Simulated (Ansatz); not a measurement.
System: MgO.

Input

```
crystal:
  lattice:
    - [2.517365823, 0.0, 0.0]
    - [0.0, 2.6233491278, 0.0]
    - [0.0, 0.0, 2.6233491278]
  atoms:
    - { symbol: Mg, position: [0.0, 0.0, 0.0] }
    - { symbol: O, position: [0.5, 0.5, 0.5] }
kpoints:
  mp_grid: { grid: [10, 10, 10] }
  band_path:
    path:
      - [0.0, 0.0, 0.0]
      - [0.0, 0.5, 0.0]
      - [0.5, 0.5, 0.0]
      - [0.5, 0.5, 0.5]
      - [0.0, 0.5, 0.5]
    npoints: 1
hamiltonian:
  xc: pbe
scf:
  occupations: { method: fermi_dirac, width: 0.02 }
  n_extra_bands: 4
output:
  forces: true
  stress: true
  eigenvalues: true
  write_density: true
  write_potential: true
  elf: true
  volumetric_format: npy
```

Launched as:

```sh
ansatz run input.yaml --threads 4 --pin off --max-ram 3686MiB --backend cpu --events-out ev --progress --plain --runs-dir out
```

Below, planes, directions and counts refer to the conventional cell (a = 2.62 Å, b = 2.62 Å, c = 2.52 Å, α = 90.00°, β = 90.00°, γ = 90.00°).

Space group P4/mmm; started from the CsCl prototype, which need not be the ambient phase; changed on purpose from its base cell (uniaxial x strain -4.0%); computed pressure about 14 GPa in this cell.

All numbers below come from DFT, PBE, plane waves, PAW in Ansatz 0.2.0.

**What will maps of the valence pseudo-density and electron localisation function show?**

Mg–O (2.24 Å): ρ is about 0.27 e/Å³ halfway; the ELF peaks at about 0.85 in the valence shell of O, 0.6 Å from its nucleus, and is about 0.35 at the midpoint (a largely ionic contact).

**Does the calculation make it a metal, or give it a gap?**

It is gapped, with a Kohn–Sham gap of 2.7 eV on the k-point mesh (the band edges may lie off the mesh, which would make the gap smaller).

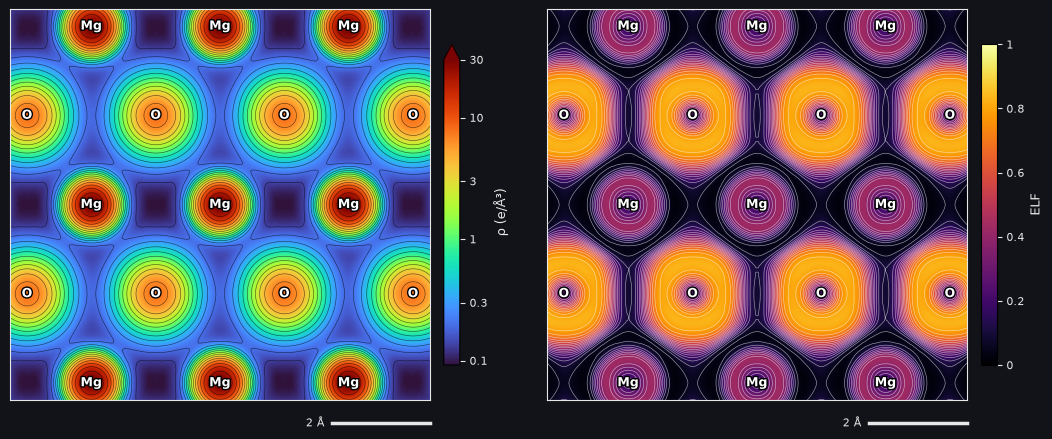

Computed valence pseudo-density and electron localisation function on the (011̄) plane of the conventional cell, in this order. 
